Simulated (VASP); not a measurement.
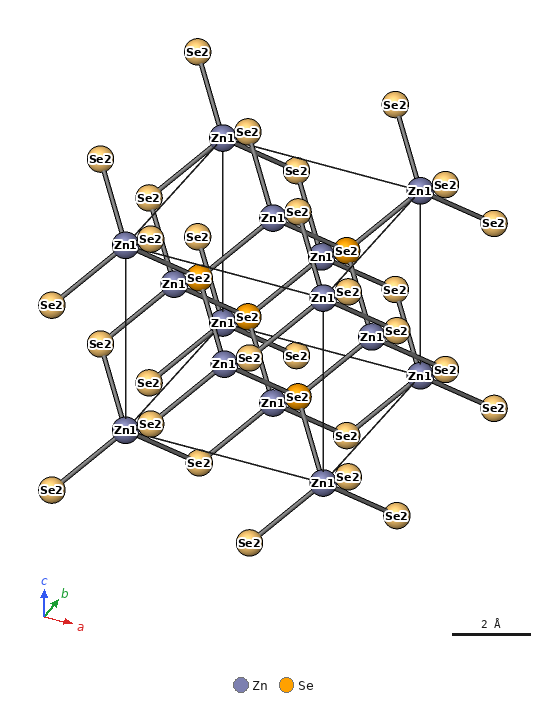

*The structure as given in the input (ball-and-stick view of the cell 4 times as large as that of the calculation, set on its symmetry axes, seen at an oblique angle; neighbours outside the cell are drawn fainter; atoms are numbered from 1 in the order of the input).*

Run report: ZnSe, band-structure calculation

System: ZnSe (2 atoms in the cell).
Method: DFT, PBE0, plane waves, PAW (VASP 6.6.1).

The structure was built on a prototype by a generator. The geometry comes from this level: r2SCAN.

### INCAR
```
AEXX = 0.250000
ENCUT = 520.000000
SIGMA = 0.010000
EDIFF = 1.00e-07
ALGO = Normal
GGA = PE
PREC = Accurate
PRECFOCK = Fast
IBRION = -1
ISIF = 2
ISMEAR = 0
ISTART = 1
NBANDS = 16
NELM = 120
NSW = 0
LASPH = .TRUE.
LCHARG = .FALSE.
LHFCALC = .TRUE.
LWAVE = .FALSE.
LREAL = .FALSE.
HFRCUT = -1
```

### KPOINTS
```
KPOINTS created by Atomic Simulation Environment
0
Gamma
6 6 6
0 0 0
```

### KPOINTS_OPT
```
special points
6
Reciprocal
0.0000000000 0.0000000000 0.0000000000 1
0.5000000000 0.0000000000 0.5000000000 1
0.5000000000 0.2500000000 0.7500000000 1
0.3750000000 0.3750000000 0.7500000000 1
0.5000000000 0.5000000000 0.5000000000 1
0.6250000000 0.2500000000 0.6250000000 1
```

### POSCAR
```
Zn Se
 1.0000000000000000
     0.0000000000000000    2.8324206797113822    2.8324206797113822
     2.8324206797113822    0.0000000000000000    2.8324206797113822
     2.8324206797113822    2.8324206797113822    0.0000000000000000
 Zn  Se
   1   1
Cartesian
  0.0000000000000000 -0.0000000000000000  0.0000000000000000
  1.4162103398556911  1.4162103398556911  1.4162103398556911
```

Launch command:
```bash
mpirun -np 1 vasp_std
```

### OSZICAR
```
N       E                     dE             d eps       ncg     rms          rms(c)
DAV:   1    -0.797436996913E+01   -0.79744E+01   -0.57148E-01   680   0.218E+01    0.198E+00
DAV:   2    -0.796232356397E+01    0.12046E-01   -0.15661E-01   640   0.722E+00    0.108E+00
DAV:   3    -0.796253354266E+01   -0.20998E-03   -0.17446E-02   696   0.204E+00    0.669E-01
DAV:   4    -0.796223611982E+01    0.29742E-03   -0.14543E-03   608   0.419E-01    0.391E-01
DAV:   5    -0.796210497888E+01    0.13114E-03   -0.20157E-04   688   0.158E-01    0.224E-01
DAV:   6    -0.796207764047E+01    0.27338E-04   -0.50296E-05   632   0.576E-02    0.125E-01
DAV:   7    -0.796206568638E+01    0.11954E-04   -0.58530E-06   632   0.265E-02    0.696E-02
DAV:   8    -0.796206082171E+01    0.48647E-05   -0.17628E-06   592   0.109E-02    0.373E-02
DAV:   9    -0.796205906372E+01    0.17580E-05   -0.67978E-07   616   0.553E-03    0.196E-02
DAV:  10    -0.796205840797E+01    0.65575E-06   -0.21957E-07   608   0.344E-03    0.103E-02
DAV:  11    -0.796205813874E+01    0.26923E-06   -0.68824E-08   432   0.211E-03    0.549E-03
DAV:  12    -0.796205801833E+01    0.12041E-06   -0.30395E-08   328   0.144E-03    0.290E-03
DAV:  13    -0.796205795626E+01    0.62069E-07   -0.10747E-08   304   0.881E-04
   1 F= -.79620580E+01 E0= -.79620580E+01  d E =-.171834E-14
       N       E                     dE             ncg
DAV:   1     0.504069764434E+03   -0.32556E+04      192
DAV:   2    -0.117777268833E+03   -0.62185E+03      216
DAV:   3    -0.156886436093E+03   -0.39109E+02      232
DAV:   4    -0.157424223113E+03   -0.53779E+00      256
DAV:   5    -0.157427922146E+03   -0.36990E-02      256
DAV:   6    -0.157427948882E+03   -0.26735E-04      248
DAV:   7    -0.157427949195E+03   -0.31358E-06      248
DAV:   8    -0.157427949200E+03   -0.51022E-08      184
```

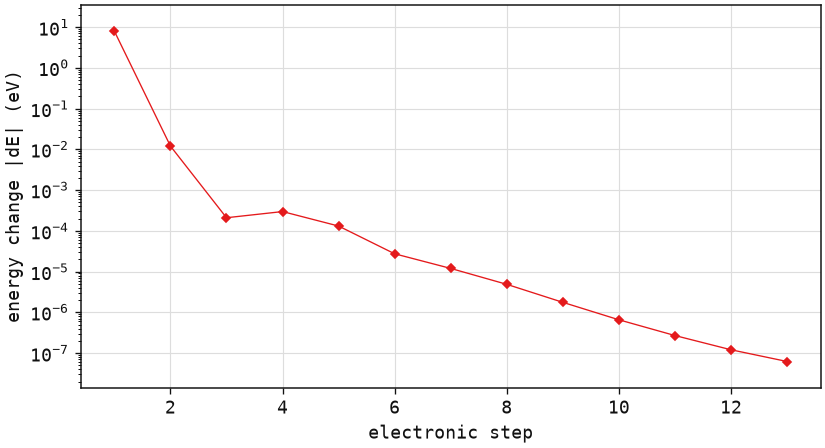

*Convergence of the self-consistent field: energy change |dE| against the electronic step.*

It takes 13 electronic steps.

### Parts of OUTCAR
```
k-points           NKPTS =     16   k-points in BZ     NKDIM =    216   number of bands    NBANDS=     16

   NELECT =      18.0000    total number of electrons

   dimension x,y,z NGX =    30 NGY =   30 NGZ =   30
   dimension x,y,z NGXF=    60 NGYF=   60 NGZF=   60

  energy-cutoff  :      520.00
  volume of cell :       45.45
      direct lattice vectors                 reciprocal lattice vectors
     0.000000000  2.832420680  2.832420680    -0.176527450  0.176527450  0.176527450
     2.832420680  0.000000000  2.832420680     0.176527450 -0.176527450  0.176527450
     2.832420680  2.832420680  0.000000000     0.176527450  0.176527450 -0.176527450

 k-points in reciprocal lattice and weights: KPOINTS created by Atomic Simulation Env
   0.00000000  0.00000000  0.00000000       0.005
   0.16666667  0.00000000  0.00000000       0.037
   0.33333333  0.00000000  0.00000000       0.037
   0.50000000  0.00000000  0.00000000       0.019
   0.16666667  0.16666667  0.00000000       0.028
   0.33333333  0.16666667  0.00000000       0.111
   0.50000000  0.16666667  0.00000000       0.111
  -0.33333333  0.16666667  0.00000000       0.111
  -0.16666667  0.16666667  0.00000000       0.056
   0.33333333  0.33333333  0.00000000       0.028
   0.50000000  0.33333333  0.00000000       0.111
  -0.33333333  0.33333333  0.00000000       0.056
   0.50000000  0.50000000  0.00000000       0.014
   0.50000000  0.33333333  0.16666667       0.111
  -0.33333333  0.33333333  0.16666667       0.111
  -0.33333333  0.50000000  0.16666667       0.056

 E-fermi :   0.6742

 k-point     1 :       0.0000    0.0000    0.0000
  band No.  band energies     occupation
      1     -13.8464      2.00000
      2      -7.6294      2.00000
      3      -7.6294      2.00000
      4      -7.6294      2.00000
      5      -7.2983      2.00000
      6      -7.2983      2.00000
      7       0.6246      2.00000
      8       0.6246      2.00000
      9       0.6246      2.00000
     10       3.6683      0.00000
     11       8.2739      0.00000
     12       8.2739      0.00000
     13       8.2739      0.00000
     14      12.6149      0.00000
     15      14.0687      0.00000
     16      14.0687      0.00000

 k-point     2 :       0.1667    0.0000    0.0000
  band No.  band energies     occupation
      1     -13.6533      2.00000
      2      -7.6052      2.00000
      3      -7.6052      2.00000
      4      -7.5905      2.00000
      5      -7.3002      2.00000
      6      -7.3002      2.00000
      7      -1.3598      2.00000
      8       0.3540      2.00000
      9       0.3540      2.00000
     10       4.9410      0.00000
     11       8.3296      0.00000
     12       8.7064      0.00000
     13       8.7064      0.00000
     14      12.9817      0.00000
     15      12.9817      0.00000
     16      13.6433      0.00000

 k-point     3 :       0.3333    0.0000    0.0000
  band No.  band energies     occupation
      1     -13.2245      2.00000
      2      -7.5640      2.00000
      3      -7.5640      2.00000
      4      -7.3911      2.00000
      5      -7.2941      2.00000
      6      -7.2941      2.00000
      7      -3.8210      2.00000
      8      -0.1073      2.00000
      9      -0.1073      2.00000
     10       5.0978      0.00000
     11       8.9589      0.00000
     12       8.9589      0.00000
     13      10.1367      0.00000
     14      12.9570      0.00000
     15      13.6550      0.00000
     16      13.6550      0.00000

 k-point     4 :       0.5000    0.0000    0.0000
  band No.  band energies     occupation
      1     -12.9790      2.00000
      2      -7.5487      2.00000
      3      -7.5487      2.00000
      4      -7.2847      2.00000
      5      -7.2847      2.00000
      6      -7.1130      2.00000
      7      -5.0081      2.00000
      8      -0.3105      2.00000
      9      -0.3105      2.00000
     10       4.9446      0.00000
     11       8.8287      0.00000
     12       8.8287      0.00000
     13      11.0653      0.00000
     14      13.6732      0.00000
     15      15.8828      0.00000
     16      15.8828      0.00000

 k-point     5 :       0.1667    0.1667    0.0000
  band No.  band energies     occupation
      1     -13.5890      2.00000
      2      -7.6098      2.00000
      3      -7.5815      2.00000
      4      -7.5815      2.00000
      5      -7.3141      2.00000
      6      -7.2880      2.00000
      7      -1.2872      2.00000
      8      -0.1152      2.00000
      9      -0.1152      2.00000
     10       5.6909      0.00000
     11       7.0590      0.00000
     12       9.4726      0.00000
     13       9.4726      0.00000
     14      11.2107      0.00000
     15      14.4843      0.00000
     16      14.8045      0.00000

 k-point     6 :       0.3333    0.1667    0.0000
  band No.  band energies     occupation
      1     -13.2344      2.00000
      2      -7.5644      2.00000
      3      -7.5336      2.00000
      4      -7.4734      2.00000
      5      -7.3023      2.00000
      6      -7.2797      2.00000
      7      -3.1395      2.00000
      8      -0.7270      2.00000
      9      -0.6279      2.00000
     10       6.1918      0.00000
     11       7.4792      0.00000
     12       9.3967      0.00000
     13      10.1529      0.00000
     14      12.3176      0.00000
     15      14.8675      0.00000
     16      15.1884      0.00000

 k-point     7 :       0.5000    0.1667    0.0000
  band No.  band energies     occupation
      1     -12.9132      2.00000
      2      -7.5385      2.00000
      3      -7.5131      2.00000
      4      -7.3315      2.00000
      5      -7.2812      2.00000
      6      -7.1120      2.00000
      7      -4.6473      2.00000
      8      -1.4005      2.00000
      9      -0.7244      2.00000
     10       6.0688      0.00000
     11       8.1726      0.00000
     12       9.8429      0.00000
     13      10.5654      0.00000
     14      13.6333      0.00000
     15      15.4867      0.00000
     16      15.9231      0.00000

 k-point     8 :      -0.3333    0.1667    0.0000
  band No.  band energies     occupation
      1     -12.9955      2.00000
      2      -7.5373      2.00000
      3      -7.5304      2.00000
      4      -7.3225      2.00000
      5      -7.3033      2.00000
      6      -7.1968      2.00000
      7      -4.2707      2.00000
      8      -1.5976      2.00000
      9      -0.3429      2.00000
     10       6.2373      0.00000
     11       8.4131      0.00000
     12       9.5275      0.00000
     13      10.2738      0.00000
     14      13.0544      0.00000
     15      14.3986      0.00000
     16      15.8611      0.00000

 k-point     9 :      -0.1667    0.1667    0.0000
  band No.  band energies     occupation
      1     -13.3776      2.00000
      2      -7.5763      2.00000
      3      -7.5630      2.00000
      4      -7.5108      2.00000
      5      -7.3124      2.00000
      6      -7.2841      2.00000
      7      -2.6092      2.00000
      8      -0.9224      2.00000
      9       0.2150      2.00000
     10       6.0845      0.00000
     11       8.1781      0.00000
     12       9.0500      0.00000
     13       9.2249      0.00000
     14      11.9018      0.00000
     15      13.8766      0.00000
     16      15.4251      0.00000

 k-point    10 :       0.3333    0.3333    0.0000
  band No.  band energies     occupation
      1     -13.0154      2.00000
      2      -7.5313      2.00000
      3      -7.4711      2.00000
      4      -7.4711      2.00000
      5      -7.2710      2.00000
      6      -7.2669      2.00000
      7      -3.5133      2.00000
      8      -1.2538      2.00000
      9      -1.2538      2.00000
     10       5.6719      0.00000
     11       6.3108      0.00000
     12      11.5349      0.00000
     13      12.0179      0.00000
     14      12.0179      0.00000
     15      15.6482      0.00000
     16      18.1000      0.00000

 k-point    11 :       0.5000    0.3333    0.0000
  band No.  band energies     occupation
      1     -12.7687      2.00000
      2      -7.5120      2.00000
      3      -7.4411      2.00000
      4      -7.4028      2.00000
      5      -7.2684      2.00000
      6      -7.0901      2.00000
      7      -4.3257      2.00000
      8      -2.1545      2.00000
      9      -1.4238      2.00000
     10       5.7304      0.00000
     11       7.0282      0.00000
     12      11.2191      0.00000
     13      12.2445      0.00000
     14      13.9113      0.00000
     15      16.2714      0.00000
     16      17.1667      0.00000

 k-point    12 :      -0.3333    0.3333    0.0000
  band No.  band energies     occupation
      1     -12.7628      2.00000
      2      -7.5177      2.00000
      3      -7.4677      2.00000
      4      -7.3402      2.00000
      5      -7.2928      2.00000
      6      -7.0129      2.00000
      7      -4.3799      2.00000
      8      -2.8215      2.00000
      9      -1.0178      2.00000
     10       6.1852      0.00000
     11       8.9231      0.00000
     12      10.9331      0.00000
     13      11.1681      0.00000
     14      12.1035      0.00000
     15      13.7533      0.00000
     16      18.3857      0.00000

 k-point    13 :       0.5000    0.5000    0.0000
  band No.  band energies     occupation
      1     -12.6878      2.00000
      2      -7.5130      2.00000
      3      -7.4072      2.00000
      4      -7.4072      2.00000
      5      -7.2564      2.00000
      6      -7.0684      2.00000
      7      -4.5953      2.00000
      8      -1.7312      2.00000
      9      -1.7312      2.00000
     10       5.1452      0.00000
     11       5.8084      0.00000
     12      13.5276      0.00000
     13      14.1830      0.00000
     14      14.1830      0.00000
     15      16.6901      0.00000
     16      17.1740      0.00000

 k-point    14 :       0.5000    0.3333    0.1667
  band No.  band energies     occupation
      1     -12.9265      2.00000
      2      -7.5162      2.00000
      3      -7.5023      2.00000
      4      -7.3842      2.00000
      5      -7.2833      2.00000
      6      -7.1844      2.00000
      7      -3.9415      2.00000
      8      -2.0281      2.00000
      9      -1.0139      2.00000
     10       7.2475      0.00000
     11       7.3473      0.00000
     12       8.8692      0.00000
     13      11.8138      0.00000
     14      12.6949      0.00000
     15      15.6735      0.00000
     16      17.1814      0.00000

 k-point    15 :      -0.3333    0.3333    0.1667
  band No.  band energies     occupation
      1     -12.7618      2.00000
      2      -7.5086      2.00000
      3      -7.4782      2.00000
      4      -7.3341      2.00000
      5      -7.2988      2.00000
      6      -7.0089      2.00000
      7      -4.4631      2.00000
      8      -2.4643      2.00000
      9      -1.3972      2.00000
     10       7.2839      0.00000
     11       7.9132      0.00000
     12       9.7243      0.00000
     13      11.4811      0.00000
     14      12.5460      0.00000
     15      15.7844      0.00000
     16      16.8913      0.00000

 k-point    16 :      -0.3333    0.5000    0.1667
  band No.  band energies     occupation
      1     -12.6850      2.00000
      2      -7.4974      2.00000
      3      -7.4460      2.00000
      4      -7.3654      2.00000
      5      -7.2841      2.00000
      6      -6.9832      2.00000
      7      -4.4451      2.00000
      8      -2.2592      2.00000
      9      -2.1026      2.00000
     10       6.7185      0.00000
     11       7.3180      0.00000
     12      10.8997      0.00000
     13      11.1820      0.00000
     14      14.5677      0.00000
     15      16.6320      0.00000
     16      16.9015      0.00000

  Total        0.3060760      0.3060760      0.3060760      0.0000000      0.0000000     -0.0000000
  in kB       10.7903771     10.7903771     10.7903771      0.0000000      0.0000000     -0.0000000
  external PRESSURE =      10.7903771 kB  Pullay stress =       0.0000000 kB

 POSITION                                       TOTAL-FORCE (eV/Angst)
 -----------------------------------------------------------------------------------
      0.00000      0.00000      0.00000         0.000000      0.000000      0.000000
      1.41621      1.41621      1.41621        -0.000000     -0.000000     -0.000000
 -----------------------------------------------------------------------------------
    total drift:                                0.000023      0.000023      0.000015

  FREE ENERGIE OF THE ION-ELECTRON SYSTEM (eV)
  ---------------------------------------------------
  free  energy   TOTEN  =        -7.9620579563 eV

  energy  without entropy=       -7.9620579563  energy(sigma->0) =       -7.96205796
```

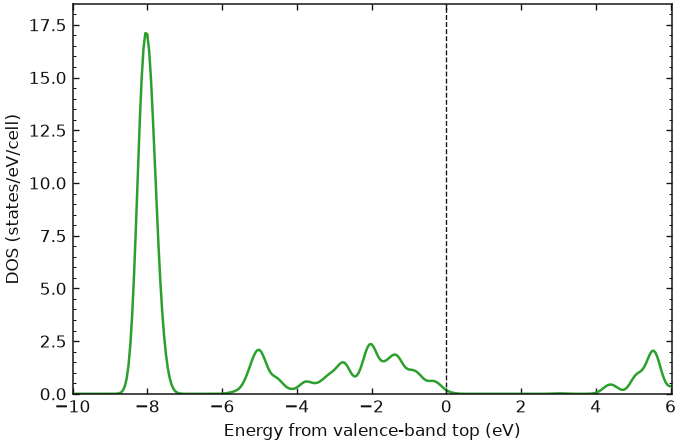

*Density of states (the curve is built from the levels of the k mesh with Gaussians 0.4 eV wide, which also blur the band edges), with energies from the valence-band top.*

There is a gap of 3.04 eV on the k-point mesh. Small ripples come from the finite k-point mesh.

### Key numbers

| quantity | value |
| --- | --- |
| outcome | converged |
| space group (tolerance 0.01 Å) | F-43m (216) |
| electrons treated | 18 |
| free energy | −7.9621 eV |
| Fermi energy | 0.674 eV |
| band gap | 3.04 eV |
| pressure | 1.08 GPa |
| largest force (length of the vector) | under 0.001 eV/Å |
| hardware | 1 CPU thread, shared host |
| wall time | 60 min |
| peak memory | 0.23 GiB |
